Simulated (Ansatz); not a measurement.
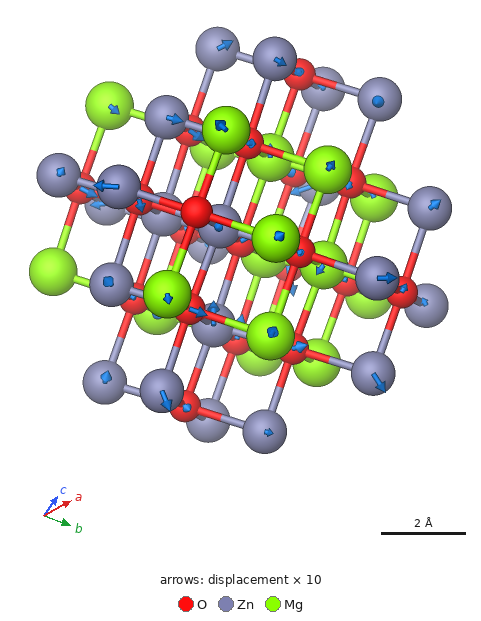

This is a relaxation of a crystal of O64Zn40Mg24 (a generated structure, set up in P1). The starting structure is drawn; blue arrows show the displacements, magnified 10 times.

Style: ball-and-stick. Shown: the atoms within 5.0 Å of the atom that moves most (axes of the cell of the calculation), from a free direction.

Level of theory: DFT, PBEsol, PAW, plane waves (Ansatz). (plane-wave cutoff 420 eV; k-point mesh 1 × 1 × 1; mesh shifted by (0.5, 0.5, 0.5); no spin polarisation; cell relaxed at fixed shape; force threshold 0.03 eV/Å; at most 80 steps)

Q: What happened in the run?

A: The atom that moves furthest relative to the cell is an O atom (0.087 Å along [2 0 1]). Largest moves by element: O 0.087 Å, Zn 0.078 Å, Mg 0.052 Å. The drawn cell changes as follows: a = b = c 12.009 → 12.012 Å (0.0 %); the volume changes by +0.1 %. Among the contacts that change: Mg–O 2.174 → 2.104 Å, O–Zn 2.079 → 2.147 Å, O–Zn 2.179 → 2.129 Å, O–Zn 2.077 → 2.126 Å. Bond angles that change, for instance: Zn–O–Zn 92.6° → 88.3°, Mg–O–Mg 87.7° → 91.8°, O–Mg–O 86.9° → 90.6°. The space group stays P1 (No. 1). The energy falls by 8.1 meV per atom in 4 geometry steps. The largest force component goes from 0.8 to 0.0038 eV/Å. The pressure goes from 0.68 to −0.01 GPa.
